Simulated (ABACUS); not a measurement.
**Be: band-structure run (part 2 of 2)**

The same run, continued: Be (P6₃/mmc, 2 atoms in the cell); Kohn-Sham DFT of a periodic cell, SOGGA, PseudoDojo NC SR 0.4.1 PBE standard, no spin polarisation (ABACUS 3.10.1); cutoff 1210.91 eV, 10×10×6 k-mesh, fermi-dirac of 0.05 eV. The structure derives from an entry of the Crystallography Open Database.

Geometry of the input (Å; fractional positions):
```
2.2853  0.0000  0.0000
-1.1426  1.9791  0.0000
0.0000  0.0000  3.5842
Be 0.6667  0.3333  0.7500
Be 0.3333  0.6667  0.2500
```

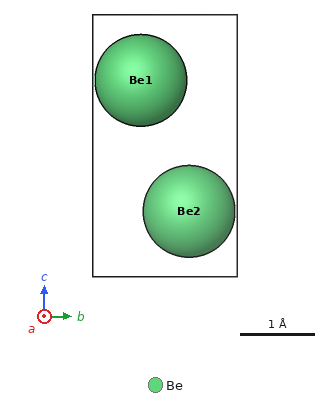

Figure 1. The structure as given in the input (spheres-only view of the cell of the calculation, along the a axis; atoms are numbered from 1 in the order of the input).

Output, continued
```
 Init Non-Local PseudoPotential table :
 Init Non-Local-Pseudopotential done.

                                     npwx = 400

 Make real space PAO into reciprocal space.
       max mesh points in Pseudopotential = 1001
     dq(describe PAO in reciprocal space) = 0.01
                                    max q = 1136

 number of pseudo atomic orbitals for Be is 2
WARNING: norm of atomic wavefunction # 2 of atomic type Be is 0.999955, renormalized

 -------------------------------------------
 SELF-CONSISTENT
 -------------------------------------------
                                 init_chg = atomic

 PW ALGORITHM --------------- ION=   1  ELEC=   1--------------------------------
 Notice: Threshold on eigenvalues was too large.
 hsover_error=0.08 > DRHO=0.00344068
 Origin diag ethr = 0.01
 New diag ethr = 4.30086e-05

 Density error is 0.00346089746117
                          Error Threshold = 4.3008554477e-05
----------------------------------------------------------
     Energy           Rydberg                 eV
----------------------------------------------------------
 E_KohnSham     -55.5352419512       -755.5957303445
 E_Harris       -55.6263801237       -756.8357287963
 E_Fermi        0.6274277129         8.5365919784
----------------------------------------------------------

 PW ALGORITHM --------------- ION=   1  ELEC=   2--------------------------------

 Density error is 0.000259100226468
                          Error Threshold = 4.32612182646e-05
----------------------------------------------------------
     Energy           Rydberg                 eV
----------------------------------------------------------
 E_KohnSham     -55.5352203755       -755.5954367925
 E_Harris       -55.5583269396       -755.9098177260
 E_Fermi        0.6283126598         8.5486322988
----------------------------------------------------------

 PW ALGORITHM --------------- ION=   1  ELEC=   3--------------------------------

 Density error is 2.44172679709e-07
                          Error Threshold = 3.23875283085e-06
----------------------------------------------------------
     Energy           Rydberg                 eV
----------------------------------------------------------
 E_KohnSham     -55.5352335374       -755.5956158695
 E_Harris       -55.5335408625       -755.5725858452
 E_Fermi        0.6286958821         8.5538463051
----------------------------------------------------------

 PW ALGORITHM --------------- ION=   1  ELEC=   4--------------------------------

 Density error is 8.55587423317e-09
                          Error Threshold = 3.05215849637e-09
----------------------------------------------------------
     Energy           Rydberg                 eV
----------------------------------------------------------
 E_KohnSham     -55.5352338686       -755.5956203759
 E_KS(sigma->0) -55.5351650460       -755.5946839958
 E_Harris       -55.5351573665       -755.5945795108
 E_band         -25.6185598019       -348.5583878594
 E_one_elec     -30.1269711138       -409.8984706294
 E_Hartree      8.4293002028         114.6865129107
 E_xc           -9.4960849551        -129.2008640816
 E_Ewald        -24.3413403572       -331.1809258155
 E_entropy(-TS) -0.0001376453        -0.0018727603
 E_descf        0.0000000000         0.0000000000
 E_exx          0.0000000000         0.0000000000
 E_Fermi        0.6287226407         8.5542103755
----------------------------------------------------------

 charge density convergence is achieved
 final etot is -755.59562038 eV
 EFERMI = 8.5542103755 eV
The vacuum level is 6.7113887405 eV

 STATE ENERGY(eV) AND OCCUPATIONS    NSPIN == 1
 1/56 kpoint (Cartesian) = 0.0000 0.0000 0.0000 (393 pws)
       1       -90.7250     0.00333333
       2       -90.6984     0.00333333
       3       -2.67316     0.00333333
       4        4.21653     0.00333333
       5        9.65808    8.60610e-13
       6        24.2682        0.00000
       7        24.2682        0.00000
       8        27.0825        0.00000
       9        27.0825        0.00000
      10        29.3028        0.00000
      11        35.1274        0.00000
      12        36.5018        0.00000
      13        36.5018        0.00000
      14        37.8266        0.00000

 2/56 kpoint (Cartesian) = -0.10000 0.057735 0.0000 (391 pws)
       1       -90.7232      0.0200000
       2       -90.6978      0.0200000
       3       -2.38953      0.0200000
       4        4.58658      0.0200000
       5        9.74369    9.31771e-13
       6        22.1467        0.00000
       7        22.8425        0.00000
       8        27.0648        0.00000
       9        27.6666        0.00000
      10        28.6940        0.00000
      11        32.0759        0.00000
      12        36.4259        0.00000
      13        37.0282        0.00000
      14        37.8068        0.00000

 3/56 kpoint (Cartesian) = -0.20000 0.11547 0.0000 (393 pws)
       1       -90.7183      0.0200000
       2       -90.6963      0.0200000
       3       -1.53765      0.0200000
       4        5.69273      0.0200000
       5        9.90907    3.41078e-14
       6        18.2351    1.63723e-86
       7        20.7804        0.00000
       8        26.2193        0.00000
       9        26.2621        0.00000
      10        27.3246        0.00000
      11        28.6085        0.00000
      12        33.8331        0.00000
      13        36.6905        0.00000
      14        37.8969        0.00000

 4/56 kpoint (Cartesian) = -0.30000 0.17321 0.0000 (393 pws)
       1       -90.7119      0.0200000
       2       -90.6948      0.0200000
       3      -0.120173      0.0200000
       4        7.51788      0.0200000
       5        9.53480    6.07814e-11
       6        15.1753    6.18350e-60
       7        19.1397        0.00000
       8        22.0481        0.00000
       9        23.1128        0.00000
      10        26.3530        0.00000
      11        27.8259        0.00000
      12        31.9942        0.00000
      13        36.0080        0.00000
      14        37.7507        0.00000

 5/56 kpoint (Cartesian) = -0.40000 0.23094 0.0000 (390 pws)
       1       -90.7059      0.0200000
       2       -90.6944      0.0200000
       3        1.82200      0.0200000
       4        7.49308      0.0200000
       5        9.99059    6.68032e-15
       6        14.6566    1.97849e-55
       7        17.7627    2.07389e-82
       8        18.1176    1.71738e-85
       9        20.0382        0.00000
      10        25.5853        0.00000
      11        27.7810        0.00000
      12        31.1056        0.00000
      13        34.8696        0.00000
      14        38.7023        0.00000

 6/56 kpoint (Cartesian) = 0.50000 0.86603 0.0000 (382 pws)
       1       -90.7032      0.0100000
       2       -90.6946      0.0100000
       3        3.58739      0.0100000
       4        5.43981      0.0100000
       5        12.1555    5.24043e-34
       6        14.9531    2.63046e-58
       7        15.1969    2.00619e-60
       8        17.7721    8.59218e-83
       9        18.5122    3.20856e-89
      10        25.3082        0.00000
      11        27.7914        0.00000
      12        30.8180        0.00000
      13        34.4896        0.00000
      14        39.0691        0.00000

[... levels at 50 further k points ...]

------------------------------------------------------------------------------------------
 TOTAL-FORCE (eV/Angstrom)
------------------------------------------------------------------------------------------
                       Be1         0.0000000000         0.0000000000         0.0000000000
                       Be2         0.0000000000         0.0000000000         0.0000000000
------------------------------------------------------------------------------------------

----------------------------------------------------------------
 TOTAL-STRESS (KBAR)
----------------------------------------------------------------
       -12.5387904636         0.0000000000         0.0000000000
         0.0000000000       -12.5387904632        -0.0000000000
         0.0000000000        -0.0000000000       -48.1608960618
----------------------------------------------------------------
 TOTAL-PRESSURE: -24.412826 KBAR

 --------------------------------------------
 !FINAL_ETOT_IS -755.5956203759441223 eV
 --------------------------------------------
```

Standard output
```
ABACUS v3.10.1

               Atomic-orbital Based Ab-initio Computation at UStc

 dft_functional readin is: GGA_X_SOGGA+GGA_C_PBE
 dft_functional in pseudopot file is: PBE
 Please make sure this is what you need

%%%%%%%%%%%%%%%%%%%%%%%%%%%%%%%%%%%%%%%%%%%%%%%%%%%%%%%%%%%%%%%%%%%%%%%%%%%%%%%%%%%%%%%%%%%%%%%%%%%%%%%%%
 Warning: the number of valence electrons in pseudopotential > 2 for Be: [He] 2s2
 Pseudopotentials with additional electrons can yield (more) accurate outcomes, but may be less efficient.
 If you're confident that your chosen pseudopotential is appropriate, you can safely ignore this warning.
%%%%%%%%%%%%%%%%%%%%%%%%%%%%%%%%%%%%%%%%%%%%%%%%%%%%%%%%%%%%%%%%%%%%%%%%%%%%%%%%%%%%%%%%%%%%%%%%%%%%%%%%%

 UNIFORM GRID DIM        : 25 * 25 * 45
 UNIFORM GRID DIM(BIG)   : 25 * 25 * 45
func,idGGA_X_SOGGA 150
func,idGGA_C_PBE 130
 ---------------------------------------------------------
 Self-consistent calculations for electrons
 ---------------------------------------------------------
 SPIN    KPOINTS         PROCESSORS  THREADS
 1       56              4           4
 ---------------------------------------------------------
 Use plane wave basis
 ---------------------------------------------------------
 ELEMENT NATOM       XC
 Be      2
 ---------------------------------------------------------
 Initial plane wave basis and FFT box
 ---------------------------------------------------------
 -------------------------------------------
 SELF-CONSISTENT :
 -------------------------------------------
 START CHARGE      : atomic
 ITER       ETOT/eV          EDIFF/eV         DRHO     TIME/s
 DA1     -7.55595730e+02   0.00000000e+00   3.4609e-03   1.13
 DA2     -7.55595437e+02   2.93551954e-04   2.5910e-04   0.27
 DA3     -7.55595616e+02  -1.79076917e-04   2.4417e-07   0.31
 DA4     -7.55595620e+02  -4.50648423e-06   8.5559e-09   0.58
----------------------------------------------------------------
 TOTAL-STRESS (KBAR)
----------------------------------------------------------------
       -12.5387904636         0.0000000000         0.0000000000
         0.0000000000       -12.5387904632        -0.0000000000
         0.0000000000        -0.0000000000       -48.1608960618
----------------------------------------------------------------
 TOTAL-PRESSURE: -24.412826 KBAR
```
